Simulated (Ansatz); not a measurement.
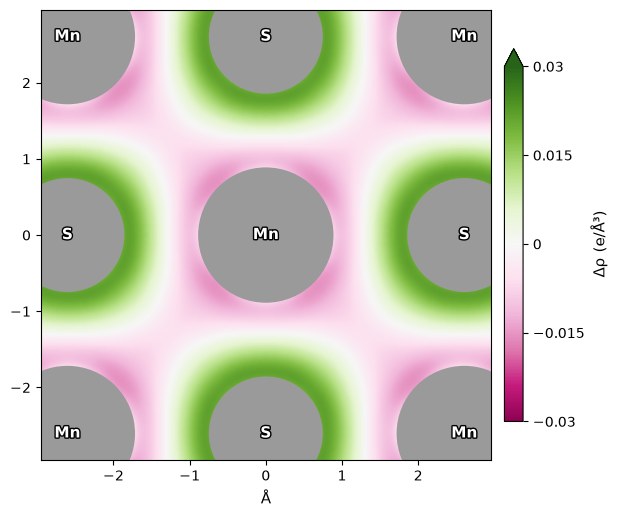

MnS: difference of two self-consistent densities at the same geometry, ρ(r2SCAN) − ρ(PBEsol), on the (100) plane of the conventional cell. Grey discs cover the cores, where the PAW densities can't be compared. Cores are masked to 0.9 Å (Mn) and 0.7 Å (S).

Space group Fm-3m; spin-polarised. r2SCAN tends to overestimate the moments of metals.

Both runs: Ansatz, scalar-relativistic, plane waves and PAW, same cutoff, k-points and PAW files (made with PBE).

What differs between the two levels of theory?

Answer. Against PBEsol, and outside the masked cores, the largest gain lies at the edge of the masked core of S, and the largest loss lies at the edge of the masked core of Mn.
Bader charges are Mn +1.15 and S −1.15 e with PBEsol and Mn +1.30 and S −1.30 e with r2SCAN.
At this volume the pressure is −7 GPa with PBEsol and 1 GPa with r2SCAN.
The integrated |spin density| goes from 4.7 to 5.0 μB in the cell of the calculation, and part of the map comes from this change.
